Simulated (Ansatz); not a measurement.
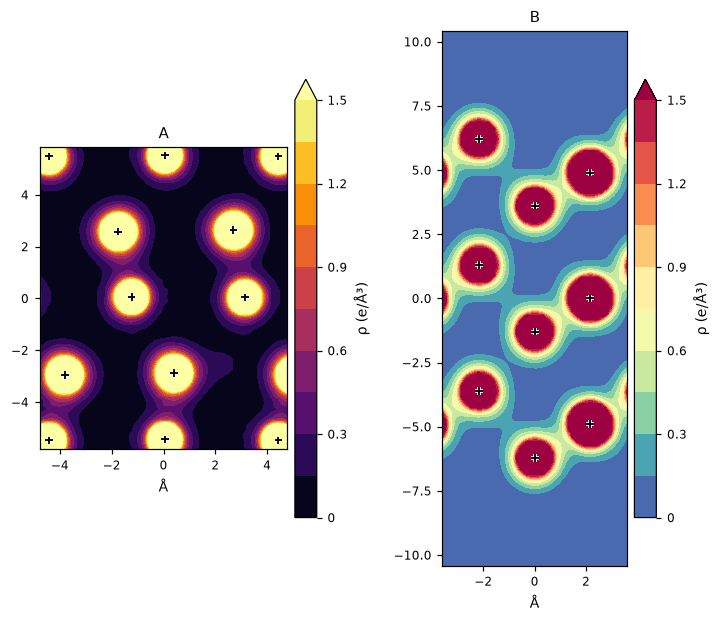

The valence pseudo-density of 2 systems, each on a plane through atoms (crosses mark nuclei in the plane).

Level of theory: DFT PBE+D3(BJ), scalar-relativistic, plane waves, PAW (Ansatz).

System 1: Ge$_{15}$Se$_{17}$ (cell charge −1, with a compensating background) (cell with a defect), the (010) plane of the calculation cell. The program warned that a starting moment wasn't kept; spin-polarised, but the moments vanished.

```
CELL_PARAMETERS angstrom
0.00000 0.00000 8.86021
0.00000 7.75309 -4.43010
-10.95991 0.00000 0.00000
ATOMIC_POSITIONS crystal
Se 0.66466 0.43887 0.88855
Ge 0.14424 0.37863 0.87258
Ge 0.91118 0.89255 0.87270
Ge 0.37893 0.88100 0.87354
Ge 0.49454 0.37114 0.38591
Ge 0.98367 0.37363 0.37265
Ge 0.73750 0.87296 0.37429
Ge 0.24177 0.87355 0.37632
Ge 0.24789 0.11188 0.62691
Ge 0.76130 0.12691 0.62669
Ge 0.50612 0.61458 0.62312
Ge 0.00255 0.61773 0.61985
Ge 0.12099 0.12686 0.12608
Ge 0.60926 0.12388 0.11925
Ge 0.36502 0.62122 0.12560
Ge 0.85991 0.62334 0.12334
Se 0.43820 0.37413 0.15168
Se 0.93056 0.37395 0.14269
Se 0.68230 0.87284 0.14396
Se 0.18859 0.87620 0.14617
Se 0.68646 0.37400 0.64605
Se 0.18322 0.36499 0.64176
Se 0.92334 0.86256 0.64016
Se 0.44475 0.87252 0.64501
Se 0.05695 0.12379 0.35426
Se 0.56208 0.12288 0.35309
Se 0.30768 0.62253 0.35500
Se 0.80897 0.62177 0.35966
Se 0.27795 0.10200 0.85366
Se 0.81871 0.13102 0.85514
Se 0.55502 0.63061 0.85651
Se 0.07540 0.62412 0.85022
```

System 2: PtSe$_{2}$ (slab), the (110) plane of the calculation cell, a cut from vacuum to vacuum. 

```xyz
9
Lattice="3.7469 0.0000 0.0000 -1.8735 3.2449 0.0000 0.0000 0.0000 50.4147" Properties=species:S:1:pos:R:3 pbc="T T T"
Se    1.8735    1.0816   18.9927
Pt    0.0000    0.0000   20.3086
Se    0.0000    2.1633   21.5906
Se    1.8735    1.0816   23.9142
Pt    0.0000    0.0000   25.2074
Se    0.0000    2.1633   26.5005
Se    1.8735    1.0816   28.8241
Pt    0.0000    0.0000   30.1062
Se    0.0000    2.1633   31.4220
```

**Which map belongs to which system?**

Panel A is system 1, Ge$_{15}$Se$_{17}$: the plane holds Ge and Se. Ge–Se (2.57 Å): the density is about 0.45 e/Å³ at the midpoint. Panel B is system 2, PtSe$_{2}$: the plane holds Se and Pt. Pt–Se (2.53 Å): ρ at the midpoint is about 0.56 e/Å³.
